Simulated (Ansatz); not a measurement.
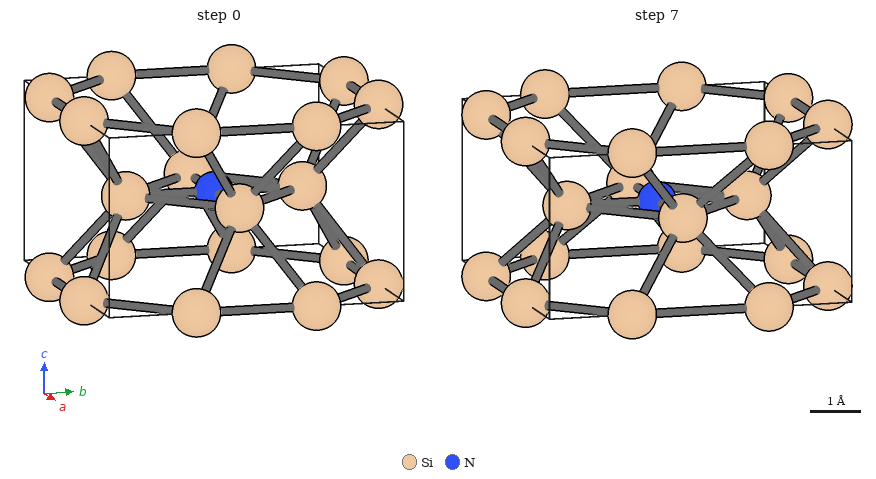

The structure of solid Si8N (a generated structure, set up in P4/mmm) (coarse preliminary run) before (left) and after (right) a relaxation, at one scale.

Style: ball-and-stick. Shown: the cell of the calculation, slightly off an axis.

These are results of DFT PBE, scalar-relativistic, plane waves, PAW in Ansatz, not measurements.

Input
```yaml
crystal:
  lattice:
    - [6.2537081403, 0.0, 0.0]
    - [0.0, 6.2537081403, 0.0]
    - [0.0, 0.0, 3.7383192115]
  atoms:
    - { symbol: Si, position: [0.2001690974, 0.5, 0.5] }
    - { symbol: Si, position: [0.7998309026, 0.5, 0.5] }
    - { symbol: Si, position: [0.5, 0.2001690974, 0.5] }
    - { symbol: Si, position: [0.5, 0.7998309026, 0.5] }
    - { symbol: Si, position: [0.7038043304, 0.0, 0.0] }
    - { symbol: Si, position: [0.2961956696, 0.0, 0.0] }
    - { symbol: Si, position: [0.0, 0.7038043304, 0.0] }
    - { symbol: Si, position: [0.0, 0.2961956696, 0.0] }
    - { symbol: "N", position: [0.5, 0.5, 0.5] }
basis:
  ecutwfc: 420
kpoints:
  mp_grid: { grid: [4, 4, 6] }
hamiltonian:
  xc: pbe
scf:
  occupations: { method: gaussian, width: 0.1 }
  lower_state_search: "off"
output:
  forces: true
  stress: true
  eigenvalues: true
relax:
  adjacent_minimum: "off"
  f_tol: 0.04
  max_steps: 70
  cell: { stress_tol: 0.4 }
```

Launched with:
```bash
ansatz run input.yaml --threads 1 --pin off --max-ram 2560MiB --backend cpu --events-out ev --progress --plain --runs-dir out
```

Q: Summarise the run.

A: After 6 accepted moves (7 points after the start) the energy has fallen by 45.3 meV per atom. Largest force component: 0.56 eV/Å at the start, 0.014 eV/Å at the end. The pressure goes from 0.40 to 0.07 GPa. At 1 point the geometry stayed and the basis and grid were re-selected for the new cell (energy shift of less than 0.05 meV per atom at most each time). The largest moves relative to the cell, 0.14 Å, are those of Si5, Si6, Si7 and Si8. Si5 goes along +a. N stays in place. The drawn cell changes as follows: a = b 6.254 → 6.419 Å (+2.6 %), c 3.738 → 3.360 Å (−10.1 %); the volume changes by −5.3 %. Some distances before and after: Si5–Si6 2.549 → 2.903 Å, Si5–Si7 2.620 → 2.486 Å, Si1–Si2 2.504 → 2.602 Å, Si1–Si3 2.652 → 2.699 Å. Bond angles that change, for instance: Si1–Si7–Si1 92.6° → 81.5°, Si1–Si7–Si2 120.9° → 111.3°, Si1–Si7–Si5 133.7° → 139.1°. The space group stays P4/mmm (No. 123).
